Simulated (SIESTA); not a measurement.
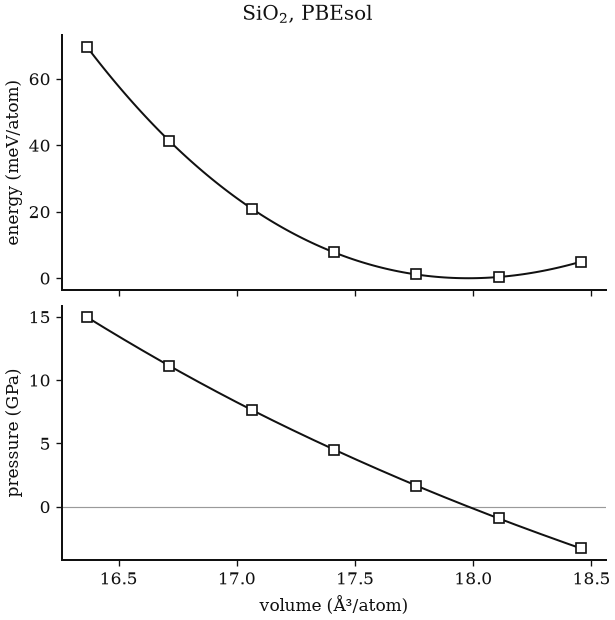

Plotted: energy and pressure against volume for SiO₂, space group I4/mmm (No. 139).

Starting cell:
```yaml
crystal:
  lattice:
    - [-4.47204, 4.47204, 2.61177]
    - [4.47204, -4.47204, 2.61177]
    - [4.47204, 4.47204, -2.61177]
  atoms:
    - { symbol: Si, position: [0.82311, 0.82311, 0.64622] }
    - { symbol: Si, position: [0.17689, 0.82311, 0.00000] }
    - { symbol: Si, position: [0.82311, 0.17689, 0.00000] }
    - { symbol: Si, position: [0.17689, 0.17689, 0.35378] }
    - { symbol: O, position: [0.00000, 0.79145, 0.79145] }
    - { symbol: O, position: [0.20855, 0.00000, 0.20855] }
    - { symbol: O, position: [0.79145, 0.00000, 0.79145] }
    - { symbol: O, position: [0.00000, 0.20855, 0.20855] }
    - { symbol: O, position: [0.00000, 0.00000, 0.50000] }
    - { symbol: O, position: [0.50000, 0.00000, 0.00000] }
    - { symbol: O, position: [0.00000, 0.50000, 0.00000] }
    - { symbol: O, position: [0.50000, 0.50000, 0.50000] }
```

How it was computed, with SIESTA 5.4.2: DFT in numerical atomic orbitals with pseudopotentials, no spin polarisation; energies at scaled volumes of the given cell, shape and fractions fixed, counted from the fit's minimum, third-order Birch-Murnaghan fit. Level: PBEsol.

| setting | value |
| --- | --- |
| k mesh | 4×4×4 |
| occupations | Fermi–Dirac |
| smearing width | 0.05 eV |
| potentials | PseudoDojo 0.4 standard, converted to PSML, two zetas on semicore shells |
| program settings | basis DZP, mesh cutoff 800 Ry |

> Give the fitted equation-of-state parameters.

A third-order Birch–Murnaghan fit gives V0 = 17.98 Å³/atom, B0 = 132 GPa and B′ = 4.0.

> Read off the course of the pressure.

It falls from 14.97 GPa at volume 16.37 Å³/atom to −3.29 GPa at 18.46 Å³/atom, and changes sign near 17.98 Å³/atom.

Keep in mind: mulliken charges of long orbitals; shape and atomic fractions are frozen while scaling, which makes layered, chain and framework solids too stiff.
